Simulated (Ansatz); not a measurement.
# WSe2: what the fields show

Input

```
crystal:
  lattice:
    - [-2.7598322624, 5.5134048296, 2.8930624344]
    - [2.7598322624, -5.5134048296, 2.8930624344]
    - [2.7598322624, 5.5134048296, -2.8930624344]
  atoms:
    - { symbol: W, position: [0.75, 0.75, 0.0] }
    - { symbol: W, position: [0.25, 0.25, 0.0] }
    - { symbol: Se, position: [0.8775381592, 0.7548670841, 0.6324052433] }
    - { symbol: Se, position: [0.1224618408, 0.2451329159, 0.3675947567] }
    - { symbol: Se, position: [0.6224618408, 0.2548670841, 0.8773289248] }
    - { symbol: Se, position: [0.3775381592, 0.7451329159, 0.1226710752] }
kpoints:
  mp_grid: { grid: [8, 8, 8] }
  band_path:
    path:
      - [0.0, 0.0, 0.0]
      - [0.5, -0.5, 0.5]
      - [0.3126420005, -0.3126420005, 0.6873579995]
      - [-0.3126420005, 0.3126420005, 0.3126420005]
      - [0.3188360365, 0.3188360365, -0.3188360365]
      - [0.6811639635, -0.3188360365, 0.3188360365]
      - [0.0, 0.5, 0.0]
      - [0.25, 0.25, 0.25]
      - [0.5, 0.0, 0.0]
    npoints: 1
hamiltonian:
  xc: r2scan
  dispersion: rvv10
scf:
  occupations: { method: fermi_dirac, width: 0.03 }
  n_extra_bands: 5
output:
  forces: true
  stress: true
  eigenvalues: true
  write_density: true
  write_potential: true
  elf: true
  volumetric_format: npy
```

Run with:

```sh
ansatz run input.yaml --threads 2 --pin off --max-ram 2211MiB --backend cpu --events-out ev --progress --plain --runs-dir out
```

Below, planes, directions and counts refer to the conventional cell (a = 5.52 Å, b = 11.03 Å, c = 5.79 Å, α = 90.00°, β = 90.00°, γ = 90.00°).

Space group Ibam; a structure from a database of computed crystals, not necessarily the ambient phase; started from the SiS2-72 prototype, which need not be the ambient phase.

Theory: DFT, r2SCAN+rVV10, plane waves, PAW in Ansatz 0.2.0.

In a PAW calculation such maps are meaningful between the atoms, not at the nuclei.

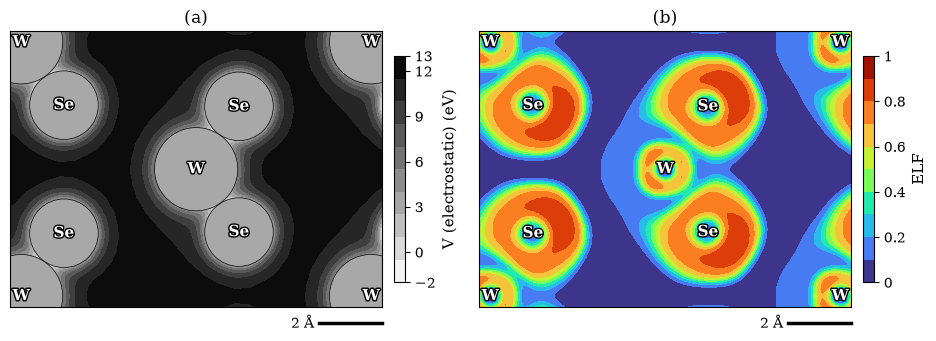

Figure 1. (a) electrostatic potential (local pseudopotential plus Hartree) felt by an electron; (b) electron localisation function on the (101) plane of the conventional cell. Grey discs cover the atomic cores in the potential map.

Question: What does the map show?

Answer:
- The plane passes through W and Se nuclei.
- W–Se (2.40 Å): the ELF is about 0.50 at the midpoint.
- The features right at W lie inside the PAW spheres, where the map follows smoothed inner orbitals and isn't to be read closely.
- Outside the cores the potential energy rises away from the atoms and is highest about 2.4 Å from the nearest atoms; its zero is arbitrary.

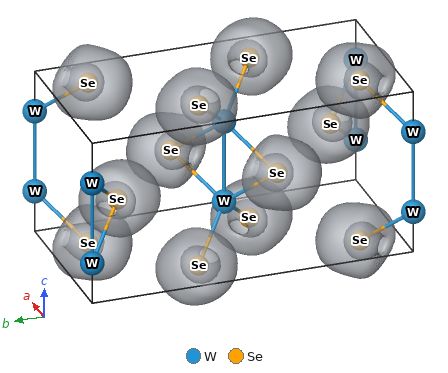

Figure 2. Isosurface of the electron localisation function at 0.7 (grey), seen at an oblique angle. Only the valence region is drawn (cores and ρ < 0.01 e/Å³ removed). Sticks mark near contacts.

Question: Identify the bonds, lone pairs and shells in this picture.

Answer: The ELF exceeds this value in eight regions wrapped around Se (the valence shell of each), counted in one cell of 12 atoms. Any copies at cell faces, edges or corners count once. Profiles from the grid: W–W (2.89 Å): the ELF is about 0.50 at the midpoint.
